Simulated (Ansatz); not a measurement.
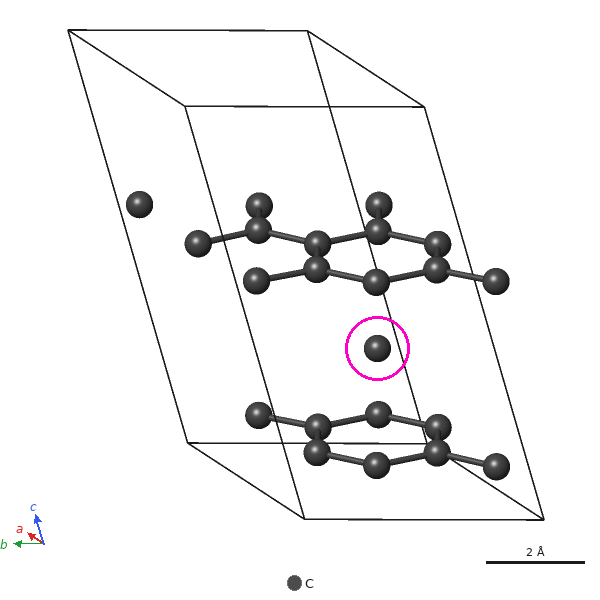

Ball-and-stick drawing of the structure, looking from a general direction. The outline marks the supercell. The host is C, in a cell of 16 sites, and the cell is neutral. A ring marks the defect's site.

**Describe the defect.**

An interstitial carbon atom. It is bonded to no bonds drawn.

The atoms were relaxed in the host's cell with DFT PBE, scalar-relativistic, plane waves, PAW (Ansatz 0.2.0).
